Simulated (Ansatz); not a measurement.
SiN

```xyz
4
Lattice="2.8457 0.0000 0.0000 -1.4229 2.4645 0.0000 0.0000 0.0000 32.0436" Properties=species:S:1:pos:R:3 pbc="T T T"
Si    0.0000    1.6430    7.0723
Si    1.4229    0.8215    9.9274
N     1.4229    0.8215    6.4526
N     0.0000    1.6430   10.5475
```

A structure generated by program, which may or may not match a known phase.

All numbers below come from DFT PBE, scalar-relativistic, plane waves, PAW (Ansatz).

> What can the converged valence pseudo-density and electron localisation function tell about the bonding?

Si–N (1.76 Å): ρ is about 1.1 e/Å³ halfway; the ELF peaks at about 0.90 between the atoms.

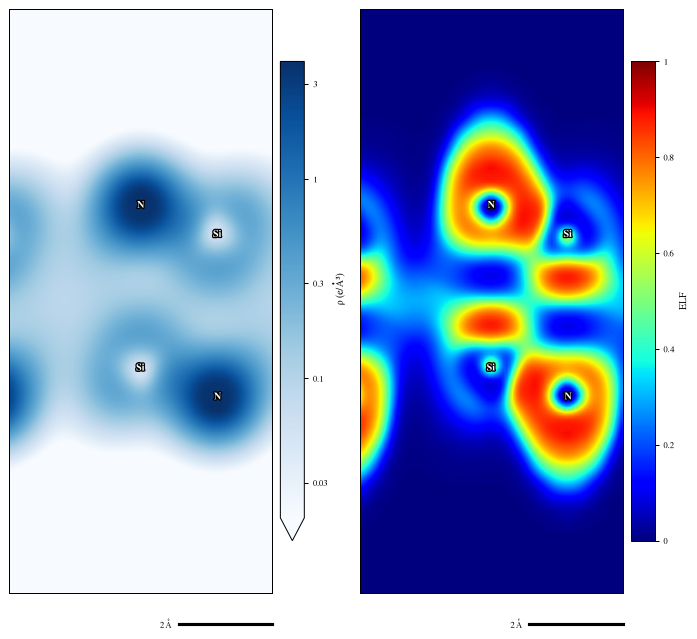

Computed valence pseudo-density and electron localisation function on the (110) plane of the calculation cell, a cut from vacuum to vacuum, in this order. 
